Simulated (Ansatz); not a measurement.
# Geometry relaxation, with input and output: Zn3Se (part 1 of 2)

Zn3Se (8 atoms in the cell), computed with DFT PBE, scalar-relativistic, plane waves, PAW, no spin polarisation (Ansatz 0.2.0).

The structure was made by a generator, so it may or may not be a known phase.

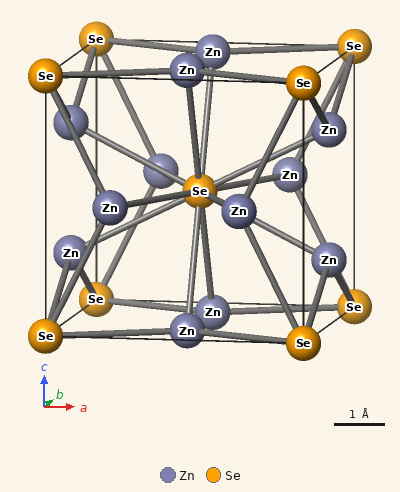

Fig. 1: The starting structure (ball-and-stick view of the cell of the calculation, seen slightly off an axis). An atom can appear more than once, as a periodic image.

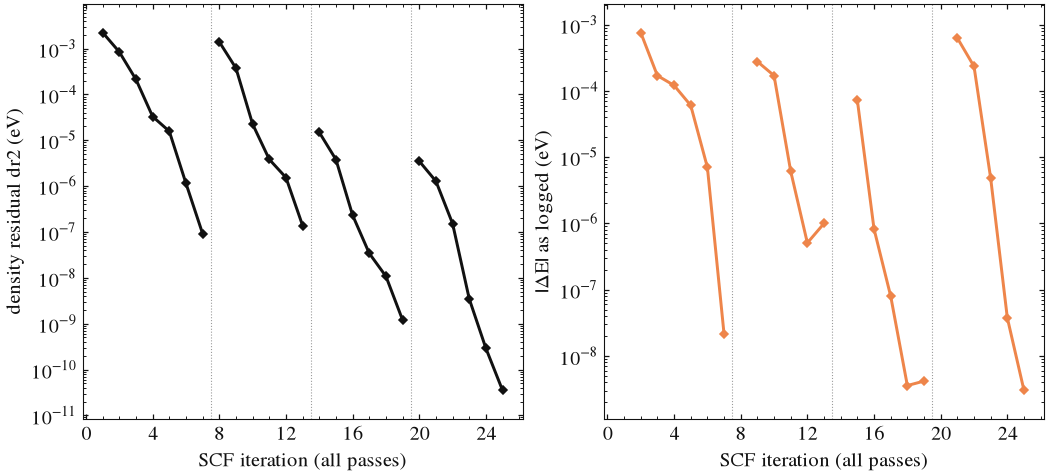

Fig. 2: Convergence of the self-consistent field: density residual dr2 and size of the energy change against the SCF iteration. The dotted lines part the SCF passes of the relaxation: geometry steps, rejected trials and re-solves on a re-selected basis. The passes take 7, 6, 6 and 6 iterations.

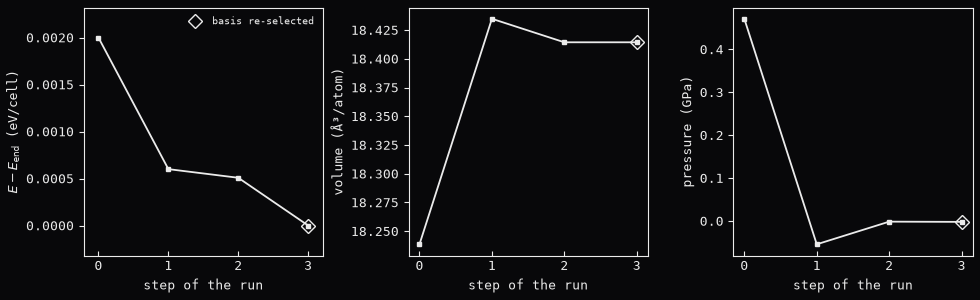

Fig. 3: Progress of the relaxation, step by step (the first geometry is step 0 here and step 1 in the log). No atom moves by more than 0.005 Å relative to the cell. The volume changes by +1.0 %, with a = b = c 5.265 → 5.281 Å (+0.3 %). Among the contacts that change: Zn1–Se7 2.943 → 2.952 Å. The space group stays Pm-3n (No. 223). After 2 geometry steps the energy has fallen by 1.5 meV per cell of the calculation. All forces vanish by symmetry, so only the cell relaxes. The pressure goes from 0.47 to 0.00 GPa. A last SCF at the same geometry on a re-selected plane-wave basis shifts the energy by −0.5 meV per cell of the calculation. (Atoms are counted from 1 in the order of the input.)

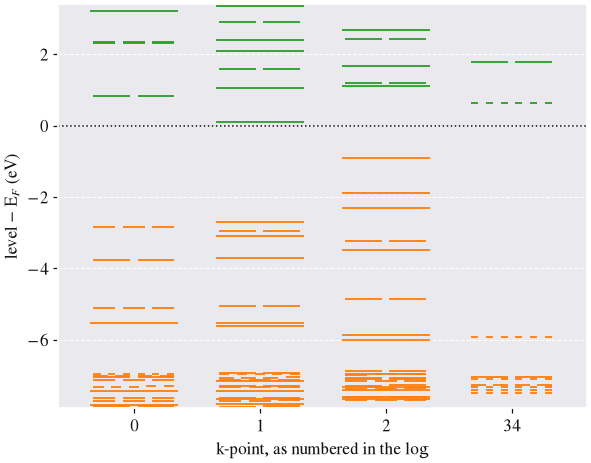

Fig. 4: Kohn–Sham levels near the Fermi level (dotted) at the few k-points that the log prints; levels within 0.02 eV of each other stand side by side. The system is metallic on the full mesh.

The input and output of the run follow.

### Input file
```yaml
crystal:
  lattice:
    - [5.26454143, 0.0, 0.0]
    - [0.0, 5.26454143, 0.0]
    - [0.0, 0.0, 5.26454143]
  atoms:
    - { symbol: Zn, position: [0.25, 0.0, 0.5] }
    - { symbol: Zn, position: [0.5, 0.75, 0.0] }
    - { symbol: Zn, position: [0.75, 0.0, 0.5] }
    - { symbol: Zn, position: [0.5, 0.25, 0.0] }
    - { symbol: Zn, position: [0.0, 0.5, 0.75] }
    - { symbol: Zn, position: [0.0, 0.5, 0.25] }
    - { symbol: Se, position: [0.0, 0.0, 0.0] }
    - { symbol: Se, position: [0.5, 0.5, 0.5] }
basis:
  ecutwfc: 420
kpoints:
  mp_grid: { grid: [8, 8, 8] }
hamiltonian:
  xc: pbe
scf:
  occupations: { method: gaussian, width: 0.1 }
output:
  forces: true
  stress: true
  eigenvalues: true
relax:
  adjacent_minimum: "off"
  f_tol: 0.01
  max_steps: 80
  cell: { stress_tol: 0.05 }
```

Launched with:
```bash
ansatz run input.yaml --threads 1 --pin off --max-ram 2560MiB --backend cpu --events-out ev --progress --plain --runs-dir out
```

### Output
```
Engine: ansatz 0.2.0, aarch64-unknown-linux-gnu
Pseudopotentials: kind: paw
Pseudopotential: Zn, paw, valence charge 12, recommended cutoff 420 eV (normal), Zn.paw.azcp
Pseudopotential: Se, paw, valence charge 16, recommended cutoff 420 eV (normal), Se.paw.azcp
Functional definition: PBE
  parameter kappa = 0.804
  parameter beta = 0.06672455060314922
  exchange = pbe_x(kappa = kappa, mu = beta*pi^2/3)
  correlation = pbe_c(beta = beta)
Crystal: 8 atoms, lattice volume = 145.909 Å³
Basis set: ecut = 420 eV, 2897 PW (Γ), exchange–correlation on 72×72×72 points (8 copies of the dense FFT grid, shifted against one another)
Bands: 63, of which v1, the nominal top of the filled ones, is band 52 counted from 1 (51 counted from 0)
Symmetry: 48 space group operations
Space group: Pm-3n (ITA 223), of the structure as read, at distance tolerance 5.3e-5 Å
k-points: 35 of 512
Non-local potential: Zn, projectors of the file, l = 0: 2, l = 1: 2, l = 2: 3, l = 3: 1
Non-local potential: Se, projectors of the file, l = 0: 2, l = 1: 2, l = 2: 3, l = 3: 1
PAW form: soft (Blöchl's): semilocal exchange-correlation on the pseudo side does not see the compensation charge
PAW one-centre angular grid: Zn, 590 points (default); XC on 64 Gauss nodes
PAW one-centre angular grid: Se, 590 points (default); XC on 64 Gauss nodes
Initial density: superposition of atomic densities (neutral atoms: chi_scale 0, normalization atom), corrected by the library's trained network
Initial wavefunctions: pseudopotential atomic-orbital guess
Functional: x = pbe(κ = 0.804, μ = 0.2195149727645171), c = pbe(β = 0.06672455060314922)
SCF iter   1: F=—  HF=-30850.766746 eV  |F-HF|=—  |Δ(HF+E_count)|=         —  Δρ=1.22e-3  dr2=2.24e-3  ethr=1.77e-3  ⟨swp⟩=7.6  Hψ=9588  notcnv=0  defer=18
preconditioner: auto → Kerker (q_TF=auto, 2.579 Å⁻¹)  [metal: Δε(μ)=0.022 eV  Ē_g=9.986 eV  σ=0.100 eV  W_gap=0.12  n_scr=32 (ndim 8)  ℏωp=28.2 eV  f_vac=0.000  D(μ)=6.60/eV (n_scr^D=56)]
SCF iter   2: F=—  HF=-30850.765987 eV  |F-HF|=—  |Δ(HF+E_count)|=   7.59e-4  Δρ=6.76e-4  dr2=8.45e-4  ethr=2.16e-6  ⟨swp⟩=2.4  Hψ=4013  notcnv=0  defer=27
SCF iter   3: F=—  HF=-30850.766157 eV  |F-HF|=—  |Δ(HF+E_count)|=   1.70e-4  Δρ=4.85e-4  dr2=2.12e-4  ethr=8.13e-7  ⟨swp⟩=2.0  Hψ=3516  notcnv=0  defer=27
SCF iter   4: F=—  HF=-30850.766036 eV  |F-HF|=—  |Δ(HF+E_count)|=   1.21e-4  Δρ=1.51e-4  dr2=3.30e-5  ethr=2.04e-7  ⟨swp⟩=2.1  Hψ=3468  notcnv=0  defer=27
SCF iter   5: F=—  HF=-30850.765975 eV  |F-HF|=—  |Δ(HF+E_count)|=   6.04e-5  Δρ=7.63e-5  dr2=1.57e-5  ethr=3.17e-8  ⟨swp⟩=2.1  Hψ=3884  notcnv=0  defer=27
SCF iter   6: F=—  HF=-30850.765968 eV  |F-HF|=—  |Δ(HF+E_count)|=   7.04e-6  Δρ=2.55e-5  dr2=1.15e-6  ethr=1.51e-8  ⟨swp⟩=2.0  Hψ=3863  notcnv=0  defer=27
SCF iter   7: F=-30850.765968 eV  HF=-30850.765968 eV  |F-HF|=1.28e-8  |Δ(HF+E_count)|=   2.15e-8  Δρ=8.38e-6  dr2=9.18e-8  ethr=9.62e-11  ⟨swp⟩=8.9  Hψ=12132  notcnv=0
SCF 1 converged in 7 iterations: F = -30850.765968 eV  dr2 = 9.18e-8
  greatest PAW one-centre occupation: 1.000 electrons in one spin orbital (limit 2), on the Se atom at site 7 (counted from 0), in its partial waves of l = 2
relax step   1: F+E_penalty+E_count = -30850.76596842 eV  Δ(F+E_penalty+E_count) = +0.000e0 eV  max|allowed force component| = 1.642e-16 eV/Å  Δτ_max = 0.0000 Å  P = +0.471 GPa  Ω = 145.909 Å³  (7 SCF iters, dr2 threshold 1.00e-7 eV, accepted)
Crystal: 8 atoms, lattice volume = 147.479 Å³
Initial density: handed on by an earlier stage of this run
Initial wavefunctions: those handed on with the density
iter 1 solved again at ethr=1.36e-6 eV; its pass at ethr=3.10e-3 eV (dr2=1.42e-3 eV) is discarded
SCF iter   1: F=—  HF=-30850.767822 eV  |F-HF|=—  |Δ(HF+E_count)|=         —  Δρ=6.51e-4  dr2=1.40e-3  ethr=1.36e-6  ⟨swp⟩=2.1  Hψ=9520  notcnv=0
preconditioner: auto → Kerker (q_TF=auto, 2.574 Å⁻¹)  [metal: Δε(μ)=0.015 eV  Ē_g=9.934 eV  σ=0.100 eV  W_gap=0.08  n_scr=32 (ndim 8)  ℏωp=28.0 eV  f_vac=0.000  D(μ)=6.92/eV (n_scr^D=80)]
SCF iter   2: F=—  HF=-30850.767544 eV  |F-HF|=—  |Δ(HF+E_count)|=   2.77e-4  Δρ=3.12e-4  dr2=3.74e-4  ethr=1.35e-6  ⟨swp⟩=1.5  Hψ=2247  notcnv=0
SCF iter   3: F=—  HF=-30850.767375 eV  |F-HF|=—  |Δ(HF+E_count)|=   1.70e-4  Δρ=1.05e-4  dr2=2.25e-5  ethr=3.60e-7  ⟨swp⟩=2.3  Hψ=3998  notcnv=0
SCF iter   4: F=—  HF=-30850.767369 eV  |F-HF|=—  |Δ(HF+E_count)|=   6.13e-6  Δρ=5.93e-5  dr2=3.83e-6  ethr=2.17e-8  ⟨swp⟩=2.0  Hψ=4012  notcnv=0
SCF iter   5: F=—  HF=-30850.767369 eV  |F-HF|=—  |Δ(HF+E_count)|=   5.08e-7  Δρ=3.99e-5  dr2=1.54e-6  ethr=3.68e-9  ⟨swp⟩=2.0  Hψ=3600  notcnv=0
SCF iter   6: F=-30850.767368 eV  HF=-30850.767368 eV  |F-HF|=3.39e-8  |Δ(HF+E_count)|=   1.00e-6  Δρ=1.06e-5  dr2=1.38e-7  ethr=5.34e-10  ⟨swp⟩=3.9  Hψ=9500  notcnv=0
SCF 2 converged in 6 iterations: F = -30850.767368 eV  dr2 = 1.38e-7
relax step   2: F+E_penalty+E_count = -30850.76736803 eV  Δ(F+E_penalty+E_count) = -1.400e-3 eV  max|allowed force component| = 2.585e-16 eV/Å  Δτ_max = 0.0000 Å  P = -0.054 GPa  Ω = 147.479 Å³  energy of the carried Pulay correction = -6.094e-4 eV  (6 SCF iters, dr2 threshold 5.55e-7 eV, accepted)
Crystal: 8 atoms, lattice volume = 147.315 Å³
iter 1 solved again at ethr=1.43e-8 eV; its pass at ethr=3.10e-3 eV (dr2=1.49e-5 eV) is discarded
SCF iter   1: F=—  HF=-30850.767533 eV  |F-HF|=—  |Δ(HF+E_count)|=         —  Δρ=6.79e-5  dr2=1.49e-5  ethr=1.43e-8  ⟨swp⟩=2.1  Hψ=9087  notcnv=0
preconditioner: auto → Kerker (q_TF=auto, 2.574 Å⁻¹)  [metal: Δε(μ)=0.020 eV  Ē_g=9.934 eV  σ=0.100 eV  W_gap=0.11  n_scr=32 (ndim 8)  ℏωp=28.0 eV  f_vac=0.000  D(μ)=6.82/eV (n_scr^D=56)]
SCF iter   2: F=—  HF=-30850.767461 eV  |F-HF|=—  |Δ(HF+E_count)|=   7.19e-5  Δρ=3.18e-5  dr2=3.80e-6  ethr=1.43e-8  ⟨swp⟩=1.6  Hψ=2257  notcnv=0
SCF iter   3: F=—  HF=-30850.767460 eV  |F-HF|=—  |Δ(HF+E_count)|=   8.26e-7  Δρ=1.21e-5  dr2=2.32e-7  ethr=3.66e-9  ⟨swp⟩=2.1  Hψ=3966  notcnv=0
SCF iter   4: F=—  HF=-30850.767460 eV  |F-HF|=—  |Δ(HF+E_count)|=   8.00e-8  Δρ=6.26e-6  dr2=3.42e-8  ethr=2.23e-10  ⟨swp⟩=2.0  Hψ=4018  notcnv=0
SCF iter   5: F=—  HF=-30850.767460 eV  |F-HF|=—  |Δ(HF+E_count)|=   3.58e-9  Δρ=3.02e-6  dr2=1.08e-8  ethr=7.09e-12  ⟨swp⟩=5.1  Hψ=8837  notcnv=0
SCF iter   6: F=-30850.767460 eV  HF=-30850.767460 eV  |F-HF|=2.11e-10  |Δ(HF+E_count)|=   4.18e-9  Δρ=9.02e-7  dr2=1.20e-9  ethr=7.09e-12  ⟨swp⟩=4.5  Hψ=8068  notcnv=0
SCF 3 converged in 6 iterations: F = -30850.767460 eV  dr2 = 1.20e-9
relax step   3: F+E_penalty+E_count = -30850.76745991 eV  Δ(F+E_penalty+E_count) = -9.188e-5 eV  max|allowed force component| = 2.073e-16 eV/Å  Δτ_max = 0.0000 Å  P = -0.001 GPa  Ω = 147.315 Å³  energy of the carried Pulay correction = -5.461e-4 eV  (6 SCF iters, dr2 threshold 7.37e-9 eV, accepted)
Initial wavefunctions: pseudopotential atomic-orbital guess (no wavefunctions were taken with the density)
iter 1 solved again at ethr=4.37e-8 eV; its pass at ethr=3.10e-3 eV (dr2=4.55e-5 eV) is discarded
SCF iter   1: F=—  HF=-30850.767102 eV  |F-HF|=—  |Δ(HF+E_count)|=         —  Δρ=3.35e-4  dr2=3.50e-6  ethr=4.37e-8  ⟨swp⟩=3.2  Hψ=15581  notcnv=0
preconditioner: auto → Kerker (q_TF=auto, 2.574 Å⁻¹)  [metal: Δε(μ)=0.020 eV  Ē_g=9.934 eV  σ=0.100 eV  W_gap=0.11  n_scr=32 (ndim 8)  ℏωp=28.0 eV  f_vac=0.000  D(μ)=6.83/eV (n_scr^D=56)]
SCF iter   2: F=—  HF=-30850.767729 eV  |F-HF|=—  |Δ(HF+E_count)|=   6.27e-4  Δρ=1.71e-4  dr2=1.28e-6  ethr=3.36e-9  ⟨swp⟩=2.3  Hψ=3848  notcnv=0
SCF iter   3: F=—  HF=-30850.767964 eV  |F-HF|=—  |Δ(HF+E_count)|=   2.34e-4  Δρ=2.84e-5  dr2=1.52e-7  ethr=1.23e-9  ⟨swp⟩=2.0  Hψ=3534  notcnv=0
SCF iter   4: F=—  HF=-30850.767968 eV  |F-HF|=—  |Δ(HF+E_count)|=   4.80e-6  Δρ=2.65e-6  dr2=3.46e-9  ethr=1.46e-10  ⟨swp⟩=2.0  Hψ=3612  notcnv=0
SCF iter   5: F=—  HF=-30850.767968 eV  |F-HF|=—  |Δ(HF+E_count)|=   3.75e-8  Δρ=9.22e-7  dr2=2.89e-10  ethr=3.33e-12  ⟨swp⟩=2.3  Hψ=3552  notcnv=0
SCF iter   6: F=-30850.767968 eV  HF=-30850.767968 eV  |F-HF|=1.42e-10  |Δ(HF+E_count)|=   3.02e-9  Δρ=2.38e-7  dr2=3.50e-11  ethr=1.00e-12  ⟨swp⟩=5.5  Hψ=9418  notcnv=0
SCF 4 converged in 6 iterations: F = -30850.767968 eV  dr2 = 3.50e-11
```
